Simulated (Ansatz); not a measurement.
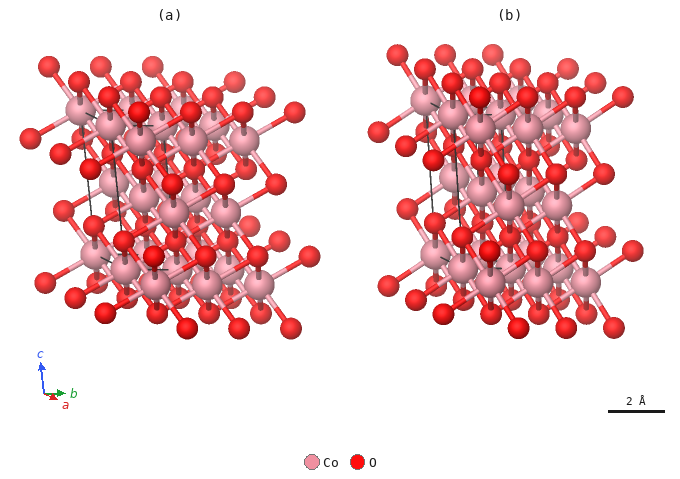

The structure of solid CoO (set up in R-3m) before (left) and after (right) a relaxation, at one scale.

Style: ball-and-stick. Shown: the reduced cell, repeated 2 × 2 × 1 with one cell outlined, slightly off an axis. Lengths and directions refer to the drawn axes.

Case: antiferromagnetic, doubled cell, propagation vector (0, 0, 1/2).

All numbers below come from DFT PBEsol, scalar-relativistic, plane waves, PAW (Ansatz).

Input
```yaml
crystal:
  lattice:
    - [1.5054695445, 0.8691832468, 2.4399269062]
    - [-1.5054695445, 0.8691832468, 2.4399269062]
    - [0.0, -3.4767329871, 4.8798538124]
  atoms:
    - { symbol: Co, position: [0.0, 0.0, 0.0], spin: 3.0 }
    - { symbol: O, position: [0.5, 0.5, 0.25], spin: 1.0 }
    - { symbol: Co, position: [0.0, 0.0, 0.5], spin: -3.0 }
    - { symbol: O, position: [0.5, 0.5, 0.75], spin: -1.0 }
basis:
  ecutwfc: 420
kpoints:
  mp_grid: { grid: [18, 18, 9] }
hamiltonian:
  xc: pbesol
scf:
  occupations: { method: gaussian, width: 0.1 }
  lower_state_search: "off"
output:
  forces: true
  stress: true
  eigenvalues: true
  populations: true
magnetization:
  spin_polarized: true
relax:
  adjacent_minimum: "off"
  f_tol: 0.01
  max_steps: 60
  cell: { stress_tol: 0.05 }
```

Command:
```bash
ansatz run input.yaml --threads 1 --pin off --max-ram 2560MiB --backend cpu --events-out ev --progress --plain --runs-dir out
```

Q: Describe what moved and what it gained.

A: The run was cut off at its time limit before the relaxation converged, so the last structure is only a point on the way. After 4 geometry steps the energy has fallen by 78.4 meV per atom. The pressure goes from −12.37 to 0.00 GPa. The atoms keep their places relative to the cell (all moves are under 0.005 Å). Cell: a = b 2.996 → 2.762 Å (−7.8 %), c 5.206 → 5.532 Å (+6.3 %), α 90.3° → 90.0°, β 106.5° → 104.4°, γ 119.7° → 120.0°. Volume −8.7 %. Near-neighbour distances that change, for instance: Co1–O2 2.124 → 2.073 Å. Among the angles between lasting bonds that change: Co1–O4–Co3 89.7° → 96.4°, O2–Co1–O4 89.7° → 96.4°, O2–Co1–O2 89.7° → 83.5°. The space group stays R-3m (No. 166).
